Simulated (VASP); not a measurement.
## Geometry relaxation of P (part 2 of 3)

P (R-3m, 2 atoms in the cell); Kohn-Sham DFT of a periodic cell, LDA, VASP PAW LDA potentials, recommended, no spin polarisation (VASP 6.6.1); cutoff 520 eV, 12×12×12 k-mesh, Gaussian smearing of 0.02 eV. The structure derives from a Materials Project entry.

Geometry of the input (Å; fractional positions):
```
1.7257  0.9963  3.1297
-1.7257  0.9963  3.1297
0.0000  -1.9927  3.1297
P  0.2271  0.2271  0.2271
P  0.7729  0.7729  0.7729
```

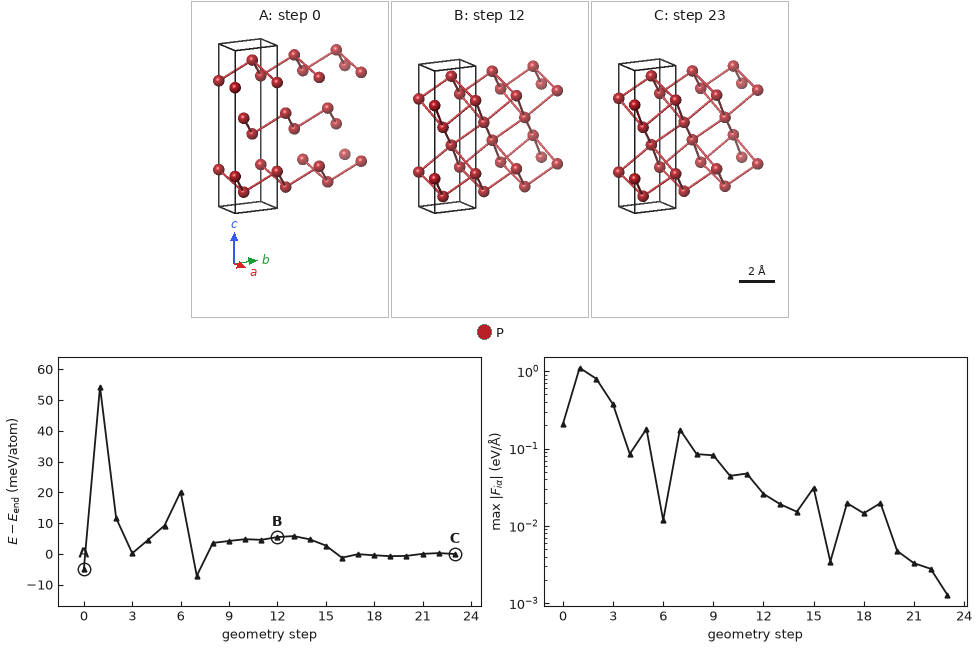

**Figure 1.** Frames of the relaxation (ball-and-stick view of the cell 3 times as large as that of the calculation, set on its symmetry axes, repeated 1 × 3 × 1, seen slightly off an axis) above the curves, on which the letters mark them (steps are counted from 0).

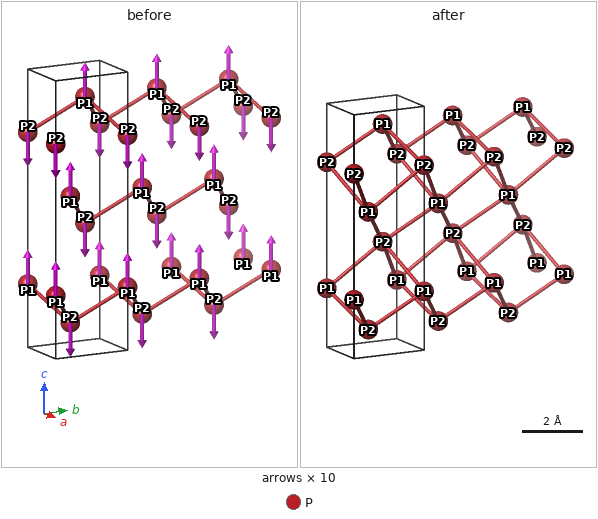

**Figure 2.** Before (left) and after (right) the relaxation, at one scale (ball-and-stick view of the cell 3 times as large as that of the calculation, set on its symmetry axes, repeated 1 × 3 × 1, seen slightly off an axis). The pink arrows give the displacements (without the part carried along by the change of the cell), magnified 10 times. The largest moves relative to the cell, 0.12 Å, are those of P1 and P2. The volume changes by −16.6 %, with a = b 3.451 → 3.366 Å (−2.5 %), c 9.389 → 8.232 Å (−12.3 %). Among the contacts that change: P1–P2 2.820 → 2.465 Å. Among the angles that change: P2–P1–P2 97.6° → 94.1°. The space group stays R-3m (No. 166). Over 23 geometry steps the energy rises by 4.7 meV per atom. The largest force component goes from 0.21 to 0.0013 eV/Å. (Atoms are counted from 1 in the order of the input.)

Parts of OUTCAR
```
EDIFF = 1E-7
   EDIFFG = -0.002
   ENCUT = 520
   GGA = CA
   IBRION = 2
   ISIF = 3
   ISMEAR = 0
   LASPH = T
   LREAL = F
   NELM = 60
   NSW = 80
   PREC = Accurate
   PSTRESS = 74.0

 ion  position               nearest neighbor table
   1  0.227  0.227  0.227-   2 2.29   2 2.29   2 2.29   2 2.82   2 2.82   2 2.82
   2  0.773  0.773  0.773-   1 2.29   1 2.29   1 2.29   1 2.82   1 2.82   1 2.82

  LATTYP: Found a trigonal (rhomboedric) cell.
 ALAT       =     3.7102201417
 COS(alpha) =     0.5673129373

  Lattice vectors:

 A1 = (   1.7257251800,   0.9963479000,   3.1296800100)
 A2 = (  -1.7257251800,   0.9963479000,   3.1296800100)
 A3 = (   0.0000000000,  -1.9926957900,   3.1296800100)

Analysis of symmetry for initial positions (statically):
=====================================================================
 Subroutine PRICEL returns:
 Original cell was already a primitive cell.

 Routine SETGRP: Setting up the symmetry group for a
 trigonal (rhombohedral) supercell.

 Subroutine GETGRP returns: Found 12 space group operations
 (whereof 12 operations were pure point group operations)
 out of a pool of 12 trial point group operations.

The static configuration has the point symmetry D_3d.

Analysis of symmetry for dynamics (positions and initial velocities):
=====================================================================
 Subroutine PRICEL returns:
 Original cell was already a primitive cell.

 Routine SETGRP: Setting up the symmetry group for a
 trigonal (rhombohedral) supercell.

 Subroutine GETGRP returns: Found 12 space group operations
 (whereof 12 operations were pure point group operations)
 out of a pool of 12 trial point group operations.

The dynamic configuration has the point symmetry D_3d.

 Subroutine INISYM returns: Found 12 space group operations
 (whereof 12 operations are pure point group operations),
 and found     1 'primitive' translations

----------------------------------------------------------------------------------------

                                     Primitive cell

  volume of cell :      32.2875

  direct lattice vectors                    reciprocal lattice vectors
     1.725725180  0.996347900  3.129680010     0.289733270  0.167277582  0.106507161
    -1.725725180  0.996347900  3.129680010    -0.289733270  0.167277582  0.106507161
     0.000000000 -1.992695790  3.129680010     0.000000000 -0.334555163  0.106507162

  length of vectors
     3.710220142  3.710220142  3.710220139     0.351099605  0.351099605  0.351099605

  position of ions in fractional coordinates (direct lattice)
     0.227080250  0.227080250  0.227080250
     0.772919750  0.772919750  0.772919750

  ion indices of the primitive-cell ions
   primitive index   ion index
                 1           1
                 2           2

----------------------------------------------------------------------------------------

 KPOINTS: k-points

Automatic generation of k-mesh.
 Grid dimensions read from file:
 generate k-points for:   12   12   12

 Generating k-lattice:

  Cartesian coordinates                     Fractional coordinates (reciprocal lattice)
     0.024144439  0.013939798  0.008875597     0.083333333  0.000000000  0.000000000
    -0.024144439  0.013939798  0.008875597     0.000000000  0.083333333  0.000000000
     0.000000000 -0.027879597  0.008875597     0.000000000  0.000000000  0.083333333

  Length of vectors
     0.029258300  0.029258300  0.029258300

  Shift w.r.t. Gamma in fractional coordinates (k-lattice)
     0.000000000  0.000000000  0.000000000

 Subroutine IBZKPT returns following result:
 ===========================================

 Found    189 irreducible k-points:

 Following reciprocal coordinates:
            Coordinates               Weight
  0.000000  0.000000  0.000000      1.000000
  0.083333 -0.000000  0.000000      6.000000
  0.166667  0.000000  0.000000      6.000000
  0.250000  0.000000  0.000000      6.000000
  0.333333  0.000000 -0.000000      6.000000
  0.416667 -0.000000  0.000000      6.000000
  0.500000  0.000000  0.000000      3.000000
  0.083333  0.083333  0.000000      6.000000
  0.166667  0.083333  0.000000     12.000000
  0.250000  0.083333 -0.000000     12.000000
  0.333333  0.083333 -0.000000     12.000000
  0.416667  0.083333  0.000000     12.000000
  0.500000  0.083333  0.000000     12.000000
 -0.416667  0.083333 -0.000000     12.000000
 -0.333333  0.083333 -0.000000     12.000000
 -0.250000  0.083333  0.000000     12.000000
 -0.166667  0.083333  0.000000     12.000000
 -0.083333  0.083333  0.000000      6.000000
  0.166667  0.166667  0.000000      6.000000
  0.250000  0.166667 -0.000000     12.000000
  0.333333  0.166667  0.000000     12.000000
  0.416667  0.166667  0.000000     12.000000
  0.500000  0.166667  0.000000     12.000000
 -0.416667  0.166667 -0.000000     12.000000
 [... further k-points ...]
   k-points           NKPTS =    189   k-points in BZ     NKDIM =    189   number of bands    NBANDS=      9
   number of dos      NEDOS =    301   number of ions     NIONS =      2
   total plane-waves  NPLWV =  21952
   dimension x,y,z NGX =    28 NGY =   28 NGZ =   28
   dimension x,y,z NGXF=    56 NGYF=   56 NGZF=   56
   ions per type =               2
   NGX,Y,Z   is equivalent  to a cutoff of  12.55, 12.55, 12.55 a.u.
   NGXF,Y,Z  is equivalent  to a cutoff of  25.09, 25.09, 25.09 a.u.
 SYSTEM =  unknown system
   PREC   = accura    normal or accurate (medium, high low for compatibility)
   ISTART =      0    job   : 0-new  1-cont  2-samecut
   ICHARG =      2    charge: 1-file 2-atom 10-const
   ISPIN  =      1    spin polarized calculation?
   LNONCOLLINEAR =      F non collinear calculations
   LSORBIT =      F    spin-orbit coupling
   LASPH  =      T    aspherical Exc in radial PAW
   ENCUT  =  520.0 eV  38.22 Ry    6.18 a.u.   6.90  6.90  6.90*2*pi/ulx,y,z
   NELM   =     60;   NELMIN=  2; NELMDL= -5     # of ELM steps
   EDIFF  = 0.1E-06   stopping-criterion for ELM
   LREAL  =      F    real-space projection
   EDIFFG = -.2E-02   stopping-criterion for IOM
   NSW    =     80    number of steps for IOM
   IBRION =      2    ionic relax: 0-MD 1-quasi-New 2-CG
   NFREE  =      1    steps in history (QN), initial steepest desc. (CG)
   ISIF   =      3    stress and relaxation
   ISYM   =      2    0-nonsym 1-usesym 2-fastsym
   POTIM  = 0.5000    time-step for ionic-motion
   TEBEG  =    0.0;   TEEND  =   0.0 temperature during run
   PSTRESS=   74.0 pullay stress
   NELECT =      10.0000    total number of electrons
   NUPDOWN=      -1.0000    fix difference up-down
   EMIN   =  10.00;   EMAX   =-10.00  energy-range for DOS
   EFERMI =   0.00;   METHOD = LEGACY
   ISMEAR =     0;   SIGMA  =   0.02  broadening in eV -4-tet -1-fermi 0-gaus
   EFERMI_NEDOS =   21; number of points for ismear=-14 and -15
   IALGO  =     68    algorithm
   IMIX   =      4    mixing-type and parameters
     AMIX     =   0.40;   BMIX     =  1.00
     AMIX_MAG =   1.60;   BMIX_MAG =  1.00
  volume/ion in A,a.u.               =      16.14       108.94
  Fermi-wavevector in a.u.,A,eV,Ry     =   1.107636  2.093128 16.692396  1.226857
  Thomas-Fermi vector in A             =   2.244152
   LORBIT       =      0    0 simple, 1 ext, 2 COOP (PROOUT), +10 PAW based schemes
   GGA     = CA    functional components
   LHFCALC =     F    Hartree Fock is set to
   AEXX    =    0.0000 exact exchange contribution
   IVDW    =     0    specifies the selected vdW correction
   LEPSILON=     F    determine dielectric tensor
   LRPA    =     F    only Hartree local field effects (RPA)
 conjugate gradient relaxation of ions
 non-spin polarized calculation
 RMM-DIIS sequential band-by-band and
 Gauss-broadening in eV      SIGMA  =   0.02
  energy-cutoff  :      520.00
  volume of cell :       32.29
 maximum number of plane-waves:       886
   NGX = 13   NGY = 13   NGZ = 13

--------------------------------------- Ionic step        1  -------------------------------------------

 number of electron      10.0000000 magnetization

 Free energy of the ion-electron system (eV)
  ---------------------------------------------------
  ext. energy  EPLUGINS =         0.00000000
  ---------------------------------------------------
  free energy    TOTEN  =       -12.09844677 eV

  energy without entropy =      -12.09834142  energy(sigma->0) =      -12.09839410

 E-fermi :   8.9090     XC(G=0): -10.8974     alpha+bet :-13.8153

 val. band max:        8.9063015673   @ k =   0.3333   0.3333   0.3333
 cond. band min:       8.9091700491   @ k =   0.5000   0.5000   0.0000
 fundamental gap:      0.0028684818
 Fermi energy:         8.9090306191

 k-point     1 :       0.0000    0.0000    0.0000
  band No.  band energies     occupation
      1      -7.5847      2.00000
      2       5.2876      2.00000
      3       5.7627      2.00000
      4       6.0149      2.00000
      5       6.0149      2.00000
      6      10.1848      0.00000
      7      11.5055      0.00000
      8      11.5055      0.00000
      9      14.6790      0.00000

 k-point     2 :       0.0833   -0.0000    0.0000
  band No.  band energies     occupation
      1      -7.4722      2.00000
      2       4.2655      2.00000
      3       5.7320      2.00000
      4       5.9240      2.00000
      5       6.5556      2.00000
      6      10.5120      0.00000
      7      11.4744      0.00000
      8      11.4957      0.00000
      9      13.9849      0.00000

 k-point     3 :       0.1667    0.0000    0.0000
  band No.  band energies     occupation
      1      -7.1363      2.00000
      2       2.6991      2.00000
      3       5.5556      2.00000
      4       5.7034      2.00000
      5       7.1363      2.00000
      6      10.5648      0.00000
      7      11.1733      0.00000
      8      11.4425      0.00000
      9      13.4037      0.00000

 k-point     4 :       0.2500    0.0000    0.0000
  band No.  band energies     occupation
      1      -6.5814      2.00000
      2       1.0297      2.00000
      3       5.4429      2.00000
      4       5.4510      2.00000
      5       7.5645      2.00000
      6      10.1042      0.00000
      7      10.5407      0.00000
      8      10.5779      0.00000
      9      14.5770      0.00000

 k-point     5 :       0.3333    0.0000   -0.0000
  band No.  band energies     occupation
      1      -5.8183      2.00000
      2      -0.5931      2.00000
      3       5.2393      2.00000
      4       5.4333      2.00000
      5       7.8765      2.00000
      6       9.4186      0.00000
      7       9.7885      0.00000
      8       9.9526      0.00000
      9      15.4116      0.00000

 [... the levels of 18 k-points are left out ...]

 k-point    24 :      -0.4167    0.1667   -0.0000
  band No.  band energies     occupation
      1      -3.8686      2.00000
      2      -2.7031      2.00000
      3       3.0302      2.00000
      4       5.1956      2.00000
      5       6.3888      2.00000
      6       9.6000      0.00000
      7      10.5376      0.00000
      8      12.3550      0.00000
      9      16.4482      0.00000

 [... further k-points ...]

------------------------ aborting loop because EDIFF is reached ----------------------------------------

  FORCE on cell =-STRESS in cart. coord.  units (eV):
  Direction    XX          YY          ZZ          XY          YZ          ZX
  --------------------------------------------------------------------------------------
  -------------------------------------------------------------------------------------
  Total       -0.6145445     -0.6145445     -0.7461009     -0.0000000     -0.0000000      0.0000000
  in kB      -30.4951043    -30.4951043    -37.0232332     -0.0000000     -0.0000000      0.0000000
  external PRESSURE =    -106.6711473 kB  Pullay stress =      74.0000000 kB

 VOLUME and BASIS-vectors are now :
 -----------------------------------------------------------------------------
  energy-cutoff  :      520.00
  volume of cell :       32.29
      direct lattice vectors                 reciprocal lattice vectors
     1.725725180  0.996347900  3.129680010     0.289733270  0.167277582  0.106507161
    -1.725725180  0.996347900  3.129680010    -0.289733270  0.167277582  0.106507161
     0.000000000 -1.992695790  3.129680010     0.000000000 -0.334555163  0.106507162

 POSITION                                       TOTAL-FORCE (eV/Angst)
 -----------------------------------------------------------------------------------
      0.00000      0.00000      2.13207         0.000000      0.000000      0.207694
      0.00000      0.00000      7.25697         0.000000     -0.000000     -0.207694
 -----------------------------------------------------------------------------------
    total drift:                                0.000000     -0.000000     -0.000000

  FREE ENERGIE OF THE ION-ELECTRON SYSTEM (eV)
  ---------------------------------------------------
  free  energy   TOTEN  =       -12.0984467722 eV

  energy  without entropy=      -12.0983414244  energy(sigma->0) =      -12.09839410

  enthalpy is  TOTEN    =       -10.6071812817 eV   P V=        1.4912654905

--------------------------------------- Ionic step        2  -------------------------------------------

 number of electron      10.0000000 magnetization

------------------------ aborting loop because EDIFF is reached ----------------------------------------

  FORCE on cell =-STRESS in cart. coord.  units (eV):
  Direction    XX          YY          ZZ          XY          YZ          ZX
  --------------------------------------------------------------------------------------
  -------------------------------------------------------------------------------------
  Total        2.9880693      2.9880693      1.5500037      0.0000000      0.0000000      0.0000000
  in kB      173.9568804    173.9568803     90.2368002      0.0000000      0.0000001      0.0000000
  external PRESSURE =      72.0501870 kB  Pullay stress =      74.0000000 kB

 VOLUME and BASIS-vectors are now :
 -----------------------------------------------------------------------------
  energy-cutoff  :      520.00
  volume of cell :       27.52
      direct lattice vectors                 reciprocal lattice vectors
     1.638067086  0.945738475  2.960776664     0.305237804  0.176229128  0.112583072
    -1.638067086  0.945738475  2.960776664    -0.305237804  0.176229128  0.112583072
     0.000000000 -1.891476942  2.960776664     0.000000000 -0.352458257  0.112583073

 POSITION                                       TOTAL-FORCE (eV/Angst)
 -----------------------------------------------------------------------------------
      0.00000      0.00000      2.02648         0.000000      0.000000      1.105331
      0.00000      0.00000      6.85585        -0.000000     -0.000000     -1.105331
 -----------------------------------------------------------------------------------
    total drift:                                0.000000     -0.000000      0.000000
```
